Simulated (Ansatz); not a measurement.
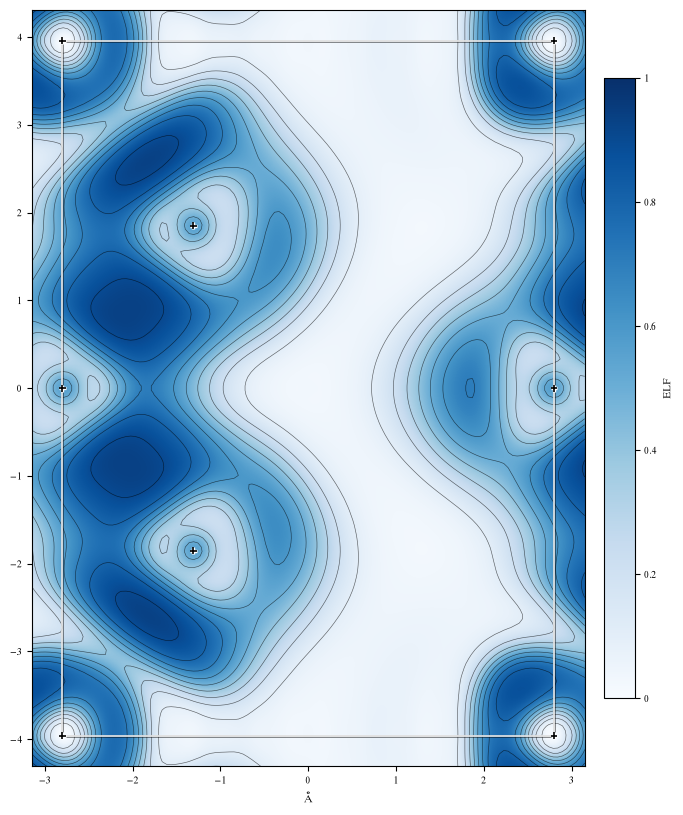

The electron localisation function on a plane through atoms (crosses mark nuclei in the plane).

Level of theory: DFT PBEsol, scalar-relativistic, plane waves, PAW (Ansatz 0.2.0).

Candidates:
A. Sn, a = 3.23 Å, b = 3.23 Å, c = 5.07 Å, α = 90.00°, β = 90.00°, γ = 90.00°. Space group I4/mmm.
B. ZrSi7, a = 5.60 Å, b = 5.60 Å, c = 5.60 Å, α = 90.00°, β = 90.00°, γ = 90.00°. Space group P-43m.

Question: Which candidate gave the map?

Answer: Candidate B: ZrSi7 on the (011̄) plane of the conventional cell, which holds Zr and Si. Si–Si (2.38 Å): the ELF peaks at about 0.95 between the atoms. Zr–Si (2.58 Å): the ELF peaks at about 0.95 in the valence shell of Si, 0.9 Å from its nucleus, and is about 0.65 at the midpoint.
